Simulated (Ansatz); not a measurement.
Take the following structure.

Space group I4_1/amd:1 (No. 141). a = 3.738 Å, b = 3.738 Å, c = 9.738 Å, α = 90.00°, β = 90.00°, γ = 90.00°
| atom | site | symmetry | x | y | z |
| --- | --- | --- | --- | --- | --- |
| Ti | 4a | -4m2 | 0.0000 | 0.5000 | 0.2500 |
| O | 8e | 2mm. | 0.0000 | 0.5000 | 0.4552 |

What crystal do these data define?

Answer. Chemical formula TiO₂. The lattice is body-centred tetragonal and the space group I4_1/amd (No. 141). In terms of structure types, this is anatase. Atoms per cell: 12 (4 Ti, 8 O). Each Ti has six O at 1.92 to 2.00 Å. O bonds to three Ti at 1.92 to 2.00 Å. Not all metal-metal contacts are counted. The bonds build a three-dimensional framework.

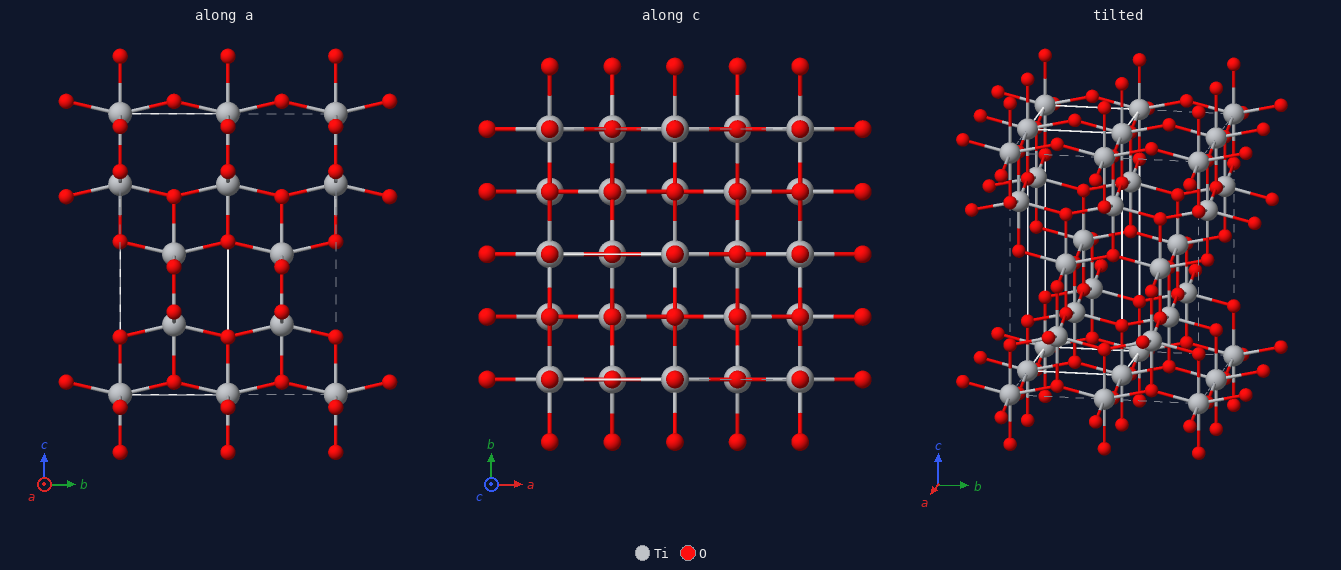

Ball-and-stick representation of a periodic structure, projected along the a axis, along the c axis and slightly off an axis. Shown are 2×2×1 repeats of the conventional unit cell, one of them outlined in solid lines. Some neighbours outside the box are added.

It goes back to a structure listed in the Materials Project. The cell was then strained or its atoms displaced on purpose. A calculation with Ansatz used it as input.

At this level of theory the cell isn't at rest (compressed, at 7 GPa), so its distances can differ from those at equilibrium, the more so the softer the solid.
